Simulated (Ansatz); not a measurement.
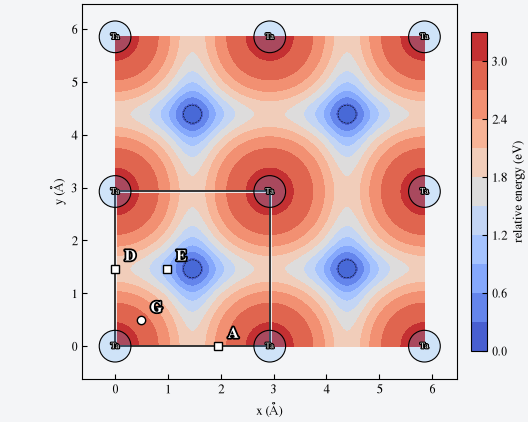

CH on a Ta(100) slab cut from the Fm-3m phase, its upper half relaxed before the scan (12 atoms of substrate and one adsorbate in a 2 × 2 cell). CH is moved over the surface cell; relaxed at each place: the height of the adsorbate's atoms; substrate rigid; the origin of the map has the adsorbate above Ta9. Places are given modulo a cell vector. The map is drawn in real space over the plane of the surface. The grid has 6 × 6 points; 10 points were computed and 26 follow by symmetry. Places are given in fractions of the 1 × 1 surface cell. Energies: eV, counted from the lowest grid point. Method: Ansatz 0.2.0, DFT LDA, scalar-relativistic, plane waves, PAW. Settings: cutoff 420 eV, k-mesh 5×5×1, gaussian smearing 0.1 eV, spin-polarised.

In the figure: filled contours, labelled circles for the atoms of the top layer and small ones for the second layer, the outline of one cell of the 2 × 2 shown, lettered points. Between grid points the surface is interpolated.

Question: Is G the lowest point of the computed grid?

Answer: No. G lies 2.83 eV above the lowest grid point, which is at a fourfold hollow over a second-layer Ta atom, (3/6, 3/6) of the cell vectors.

Question: What kind of point is each of A, D, G: minimum, saddle, maximum or slope?

Answer: A: on a slope; D: saddle point; G: on a slope. (In these two coordinates alone; a stationary point may lie a little off the grid point.)

Question: Rank the lettered points by energy, lowest first.

Answer: E (0.97 eV), D (1.86 eV), A (2.49 eV), G (2.83 eV).

PAW datasets: the set soft_1.
